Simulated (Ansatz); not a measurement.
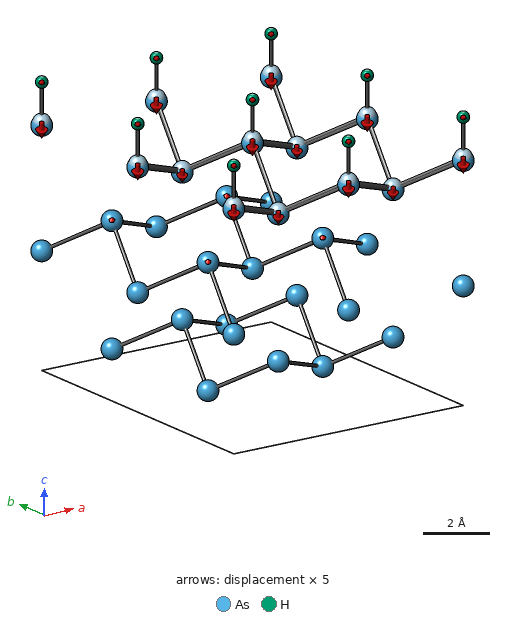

A constrained relaxation of a slab of composition As$_{6}$H (cut from the R-3m phase). The starting structure is drawn faded, the final one solid; red arrows show the displacements, magnified 5 times.

Style: ball-and-stick. Shown: the 2 × 2 repeat of the cell, outlined in the plane, without the vacuum, from a free direction.

Case: H put at a top As site. The slab is the (0 0 1) face of As with H on it. 3 atoms are held fixed.

Theory: DFT PBE+D3(BJ), scalar-relativistic, plane waves, PAW in Ansatz 0.2.0. (plane-wave cutoff 420 eV; k-point mesh 9 × 9 × 1; occupations gaussian; smearing width 0.1 eV; no spin polarisation; dipole correction; atoms relaxed in a fixed cell; force threshold 0.03 eV/Å; at most 70 steps)

### Atoms of which element are displaced furthest, and by how much?

Arsenic: up to 0.12 Å, against 0.03 Å for hydrogen.

### What happened in the run?

An As atom moves most: 0.12 Å along the normal (−c). By element the largest moves are As 0.12 Å, H 0.03 Å. The cell doesn't change. Some distances before and after: As–H 1.500 → 1.589 Å, As–As 2.534 → 2.551 Å, As–As 2.545 → 2.532 Å. After 3 geometry steps the energy has fallen by 66.3 meV per cell of the calculation. Largest force component: 1.5 eV/Å at the start, 0.017 eV/Å at the end. The run took about 80 core-seconds on a shared host.

Limits of the set-up: the periodic images lie only 3.8 Å apart, so the values are limited by the cell's size.
